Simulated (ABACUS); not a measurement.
## Band-structure run of BN (part 1 of 2)

BN (2 atoms in the cell), computed with Kohn-Sham DFT of a periodic cell, HCTH407, SSSP 1.3 efficiency PBE, no spin polarisation (ABACUS 3.10.1).

The structure derives from a Materials Project entry.

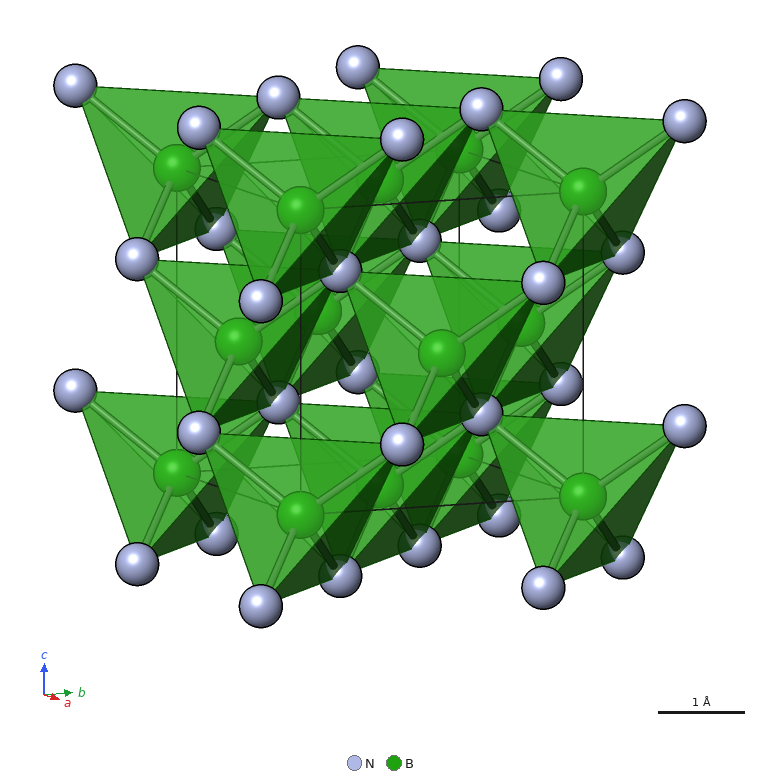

The structure as given in the input (polyhedral view of the cell 4 times as large as that of the calculation, set on its symmetry axes, seen slightly off an axis; polyhedra are completed across the faces of the cell).

Key numbers

```tsv
quantity	value
outcome	converged
space group (tolerance 0.01 Å)	F-43m (216)
electrons treated	8
free energy	−366.7229 eV
Fermi energy of the self-consistent step	14.562 eV
gap on the k-point mesh	4.88 eV
pressure	−11.17 GPa
largest force (length of the vector)	under 0.001 eV/Å
hardware	4 threads of Intel Xeon (Sapphire Rapids), 16 GiB of memory available, shared host
wall time	5.1 s (CPU time 17 s)
peak memory	0.36 GiB
```

The cell is under a tension of 11.2 GPa at this level, so it is not at its equilibrium volume.

The input
```python
"""ABACUS run from a structure file: ASE reads it, the script writes STRU, KPT and INPUT."""
import re
import subprocess
import spglib
from ase import Atoms
from ase.io import read
from ase.units import Bohr

atoms = read("BN.cif")
cell, frac, numbers = spglib.standardize_cell((atoms.cell[:], atoms.get_scaled_positions(), atoms.numbers), to_primitive=True, symprec=1e-4)
atoms = Atoms(numbers=numbers, cell=cell, scaled_positions=frac, pbc=True)  # the primitive cell
atoms = atoms[(-atoms.numbers).argsort(kind="stable")]  # ABACUS lists atoms element by element
pseudo = {'N': 'N.pbe-n-radius_5.UPF', 'B': 'b_pbe_v1.4.uspp.F.UPF'}
orbital = {}
magmoms = None
kmesh = [10, 10, 10]
params = {
    'suffix': 'BN',
    'calculation': 'scf',
    'basis_type': 'pw',
    'pseudo_dir': './',
    'symmetry': 1,
    'dft_functional': 'GGA_XC_HCTH_407',
    'ecutwfc': 55,
    'pseudo_rcut': 10,
    'nspin': 1,
    'nbands': 14,
    'ks_solver': 'dav',
    'smearing_method': 'fd',
    'smearing_sigma': 0.00367493,
    'scf_thr': 1e-08,
    'scf_nmax': 100,
    'mixing_type': 'broyden',
    'mixing_beta': 0.7,
    'cal_force': 1,
    'cal_stress': 1,
    'ecutrho': 440,
    'out_chg': 1,
    'out_pot': 2,
    'out_elf': 0,
    'kpar': 4,
}

symbols = atoms.get_chemical_symbols()
elements = list(dict.fromkeys(symbols))
lines = ["ATOMIC_SPECIES"] + [f"{e} {atoms.get_masses()[symbols.index(e)]:.4f} {pseudo[e]}" for e in elements]
if orbital:
    lines += ["", "NUMERICAL_ORBITAL"] + [orbital[e] for e in elements]
lines += ["", "LATTICE_CONSTANT", f"{1 / Bohr:.10f}", "", "LATTICE_VECTORS"]
lines += [" ".join(f"{x:.10f}" for x in v) for v in atoms.cell]
lines += ["", "ATOMIC_POSITIONS", "Direct"]
for e in elements:
    lines += ["", e, "0.0", str(symbols.count(e))]
    for i, p in enumerate(atoms.get_scaled_positions(wrap=False)):
        if symbols[i] == e:
            mag = "" if magmoms is None else " mag " + " ".join(str(x) for x in (magmoms[i] if isinstance(magmoms[i], list) else [magmoms[i]]))
            lines.append(" ".join(f"{x:.10f}" for x in p) + " 1 1 1" + mag)
open("STRU", "w").write("\n".join(lines) + "\n")
open("KPT", "w").write("K_POINTS\n0\nGamma\n%d %d %d 0 0 0\n" % tuple(kmesh))
open("INPUT", "w").write("INPUT_PARAMETERS\n" + "".join(f"{k:<20s}{v}\n" for k, v in params.items()))

done = subprocess.run(['mpirun', '-np', '4', 'abacus'])
if done.returncode:
    raise SystemExit(done.returncode)
log = open("OUT.BN/running_scf.log").read()
print("final energy (eV):", re.findall(r"FINAL_ETOT_IS (\S+)", log))
```

File BN.cif
```
data_BN
_cell_length_a 3.62600200
_cell_length_b 3.62600200
_cell_length_c 3.62600200
_cell_angle_alpha 90.00000000
_cell_angle_beta 90.00000000
_cell_angle_gamma 90.00000000
_space_group_name_H-M_alt 'F-43m'
_space_group_name_Hall 'F -4 2 3'
_space_group_IT_number 216
loop_
_space_group_symop_operation_xyz
'x,y,z'
'y,-x,-z'
'-x,-y,z'
'-y,x,-z'
'x,-y,-z'
'y,x,z'
'-x,y,-z'
'-y,-x,z'
'z,x,y'
'-z,y,-x'
'z,-x,-y'
'-z,-y,x'
'-z,x,-y'
'z,y,x'
'-z,-x,y'
'z,-y,-x'
'y,z,x'
'-x,-z,y'
'-y,z,-x'
'x,-z,-y'
'-y,-z,x'
'x,z,y'
'y,-z,-x'
'-x,z,-y'
'x,y+1/2,z+1/2'
'y,-x+1/2,-z+1/2'
'-x,-y+1/2,z+1/2'
'-y,x+1/2,-z+1/2'
'x,-y+1/2,-z+1/2'
'y,x+1/2,z+1/2'
'-x,y+1/2,-z+1/2'
'-y,-x+1/2,z+1/2'
'z,x+1/2,y+1/2'
'-z,y+1/2,-x+1/2'
'z,-x+1/2,-y+1/2'
'-z,-y+1/2,x+1/2'
'-z,x+1/2,-y+1/2'
'z,y+1/2,x+1/2'
'-z,-x+1/2,y+1/2'
'z,-y+1/2,-x+1/2'
'y,z+1/2,x+1/2'
'-x,-z+1/2,y+1/2'
'-y,z+1/2,-x+1/2'
'x,-z+1/2,-y+1/2'
'-y,-z+1/2,x+1/2'
'x,z+1/2,y+1/2'
'y,-z+1/2,-x+1/2'
'-x,z+1/2,-y+1/2'
'x+1/2,y,z+1/2'
'y+1/2,-x,-z+1/2'
'-x+1/2,-y,z+1/2'
'-y+1/2,x,-z+1/2'
'x+1/2,-y,-z+1/2'
'y+1/2,x,z+1/2'
'-x+1/2,y,-z+1/2'
'-y+1/2,-x,z+1/2'
'z+1/2,x,y+1/2'
'-z+1/2,y,-x+1/2'
'z+1/2,-x,-y+1/2'
'-z+1/2,-y,x+1/2'
'-z+1/2,x,-y+1/2'
'z+1/2,y,x+1/2'
'-z+1/2,-x,y+1/2'
'z+1/2,-y,-x+1/2'
'y+1/2,z,x+1/2'
'-x+1/2,-z,y+1/2'
'-y+1/2,z,-x+1/2'
'x+1/2,-z,-y+1/2'
'-y+1/2,-z,x+1/2'
'x+1/2,z,y+1/2'
'y+1/2,-z,-x+1/2'
'-x+1/2,z,-y+1/2'
'x+1/2,y+1/2,z'
'y+1/2,-x+1/2,-z'
'-x+1/2,-y+1/2,z'
'-y+1/2,x+1/2,-z'
'x+1/2,-y+1/2,-z'
'y+1/2,x+1/2,z'
'-x+1/2,y+1/2,-z'
'-y+1/2,-x+1/2,z'
'z+1/2,x+1/2,y'
'-z+1/2,y+1/2,-x'
'z+1/2,-x+1/2,-y'
'-z+1/2,-y+1/2,x'
'-z+1/2,x+1/2,-y'
'z+1/2,y+1/2,x'
'-z+1/2,-x+1/2,y'
'z+1/2,-y+1/2,-x'
'y+1/2,z+1/2,x'
'-x+1/2,-z+1/2,y'
'-y+1/2,z+1/2,-x'
'x+1/2,-z+1/2,-y'
'-y+1/2,-z+1/2,x'
'x+1/2,z+1/2,y'
'y+1/2,-z+1/2,-x'
'-x+1/2,z+1/2,-y'
loop_
_atom_site_label
_atom_site_type_symbol
_atom_site_symmetry_multiplicity
_atom_site_Wyckoff_symbol
_atom_site_fract_x
_atom_site_fract_y
_atom_site_fract_z
_atom_site_occupancy
N1 N 4 d 0.2500000000 0.2500000000 0.7500000000 1
B1 B 4 a 0.0000000000 0.0000000000 0.0000000000 1
```

File INPUT
```
INPUT_PARAMETERS
suffix              BN
calculation         scf
basis_type          pw
pseudo_dir          ./
symmetry            1
dft_functional      GGA_XC_HCTH_407
ecutwfc             55
pseudo_rcut         10
nspin               1
nbands              14
ks_solver           dav
smearing_method     fd
smearing_sigma      0.00367493
scf_thr             1e-08
scf_nmax            100
mixing_type         broyden
mixing_beta         0.7
cal_force           1
cal_stress          1
ecutrho             440
out_chg             1
out_pot             2
out_elf             0
kpar                4
```

File STRU
```
ATOMIC_SPECIES
N 14.0070 N.pbe-n-radius_5.UPF
B 10.8100 b_pbe_v1.4.uspp.F.UPF

LATTICE_CONSTANT
1.8897261258

LATTICE_VECTORS
0.0000000000 1.8130010000 1.8130010000
1.8130010000 0.0000000000 1.8130010000
1.8130010000 1.8130010000 0.0000000000

ATOMIC_POSITIONS
Direct

N
0.0
1
0.7500000000 0.7500000000 0.7500000000 1 1 1

B
0.0
1
0.0000000000 0.0000000000 -0.0000000000 1 1 1
```

File KPT
```
K_POINTS
0
Gamma
10 10 10 0 0 0
```

Launch command:
```bash
OMP_NUM_THREADS=1 python run_abacus.py > log
```

Log
```
ABACUS v3.10.1

               Atomic-orbital Based Ab-initio Computation at UStc

 ------------------------------------------------------------------------------------

 READING GENERAL INFORMATION
                           global_out_dir = OUT.BN/
                           global_in_card = INPUT
                               pseudo_dir = ./
                              orbital_dir =
                                    DSIZE = 4
                                    GSIZE = 1

 READING UNITCELL INFORMATION
                                    ntype = 2
                  lattice constant (Bohr) = 1.88973
              lattice constant (Angstrom) = 1

 READING ATOM TYPE 1
                               atom label = N
                      L=0, number of zeta = 1
                      L=1, number of zeta = 1
                      L=2, number of zeta = 1
             number of atom for this type = 1

 READING ATOM TYPE 2
                               atom label = B
                      L=0, number of zeta = 1
                      L=1, number of zeta = 1
                      L=2, number of zeta = 1
             number of atom for this type = 1

                        TOTAL ATOM NUMBER = 2
DIRECT COORDINATES
    atom                   x                   y                   z     mag                  vx                  vy                  vz
taud_N1            0.7500000000        0.7500000000        0.7500000000  0.0000        0.0000000000        0.0000000000        0.0000000000
taud_B1            0.0000000000        0.0000000000        0.0000000000  0.0000        0.0000000000        0.0000000000        0.0000000000

                          Volume (Bohr^3) = 80.4305
                             Volume (A^3) = 11.9186

 Lattice vectors: (Cartesian coordinate: in unit of a_0)
                   +0              +1.813              +1.813
               +1.813                  +0              +1.813
               +1.813              +1.813                  +0
 Reciprocal vectors: (Cartesian coordinate: in unit of 2 pi/a_0)
            -0.275786           +0.275786           +0.275786
            +0.275786           -0.275786           +0.275786
            +0.275786           +0.275786           -0.275786
 The esolver type has been set to : ksdft_pw

                PAO radial cut off (Bohr) = 10

 Read in pseudopotential file is N.pbe-n-radius_5.UPF
                     pseudopotential type = USPP
          exchange-correlation functional = PBE
                 nonlocal core correction = 1
                        valence electrons = 5
                                     lmax = 2
                           number of zeta = 2
                     number of projectors = 4
                           L of projector = 0
                           L of projector = 0
                           L of projector = 1
                           L of projector = 1
 XC functional updated to : GGA_XC_HCTH_407
          exchange-correlation functional = GGA_XC_HCTH_407
                PAO radial cut off (Bohr) = 10

 Read in pseudopotential file is b_pbe_v1.4.uspp.F.UPF
                     pseudopotential type = US
          exchange-correlation functional = PBE
                 nonlocal core correction = 1
                        valence electrons = 3
                                     lmax = 1
                           number of zeta = 2
                     number of projectors = 4
                           L of projector = 0
                           L of projector = 0
                           L of projector = 1
                           L of projector = 1
 XC functional updated to : GGA_XC_HCTH_407
          exchange-correlation functional = GGA_XC_HCTH_407
     initial pseudo atomic orbital number = 8

 SETUP THE ELECTRONS NUMBER
             electron number of element N = 5
       total electron number of element N = 5
             electron number of element B = 3
       total electron number of element B = 3
            AUTOSET number of electrons:  = 8
                           occupied bands = 4
                                   NBANDS = 14
                                   NLOCAL = 18

 SETUP THE PLANE WAVE BASIS
 energy cutoff for charge/potential (unit:Ry) = 220
            fft grid for charge/potential = [ 24, 24, 24 ]
                        fft grid division = [ 1, 1, 1 ]
        big fft grid for charge/potential = [ 36, 36, 36 ]
                                     nbxx = 46656
                                     nrxx = 13824

 SETUP PLANE WAVES FOR CHARGE/POTENTIAL
                    number of plane waves = 4477
                         number of sticks = 361

 PARALLEL PW FOR CHARGE/POTENTIAL
     PROC   COLUMNS(POT)             PW
        1            361           4477
 --------------- sum -------------------
        1            361           4477
                            number of |g| = 89
                                  max |g| = 19.775
                                  min |g| = 0

 energy cutoff for dense charge/potential (unit:Ry) = 440
      fft grid for dense charge/potential = [ 36, 36, 36 ]
                                     nrxx = 46656

 SETUP PLANE WAVES FOR dense CHARGE/POTENTIAL
                    number of plane waves = 12507
                         number of sticks = 721

 PARALLEL PW FOR dense CHARGE/POTENTIAL
     PROC   COLUMNS(POT)             PW
        1            721          12507
 --------------- sum -------------------
        1            721          12507
                            number of |g| = 176
                                  max |g| = 39.7782
                                  min |g| = 0

----------- Double Check Mixing Parameters Begin ------------
mixing_type: broyden
mixing_beta: 0.7
mixing_gg0: 1
mixing_gg0_min: 0.1
mixing_ndim: 8
----------- Double Check Mixing Parameters End ------------

 LATTICE VECTORS: (CARTESIAN COORDINATE: IN UNIT OF A0)
                   +0              +1.813              +1.813
               +1.813                  +0              +1.813
               +1.813              +1.813                  +0
                       right hand lattice = 1
                                   NORM_A = 2.56397
                                   NORM_B = 2.56397
                                   NORM_C = 2.56397
                           ALPHA (DEGREE) = 60
                           BETA  (DEGREE) = 60
                           GAMMA (DEGREE) = 60

 The lattice vectors have been changed (STRU_SIMPLE.cif)

(for optimal symmetric configuration:)
                             BRAVAIS TYPE = 3
                     BRAVAIS LATTICE NAME = 03. Cubic F (face-centered)
                                    ibrav = 3
                                    IBRAV = 3
                                  BRAVAIS = FACE CENTERED CUBIC
                       LATTICE CONSTANT A = 3.626
Original cell was already a primitive cell.
                        ROTATION MATRICES = 48
              PURE POINT GROUP OPERATIONS = 24
                   SPACE GROUP OPERATIONS = 24
                                       C2 = 3
                                       C3 = 8
                                       C4 = 0
                                       C6 = 0
                                       S1 = 6
                                       S3 = 0
                                       S4 = 6
                                       S6 = 0
                              POINT GROUP = T_d
                                       C2 = 3
                                       C3 = 8
                                       C4 = 0
                                       C6 = 0
                                       S1 = 6
                                       S3 = 0
                                       S4 = 6
                                       S6 = 0
               POINT GROUP IN SPACE GROUP = T_d
```
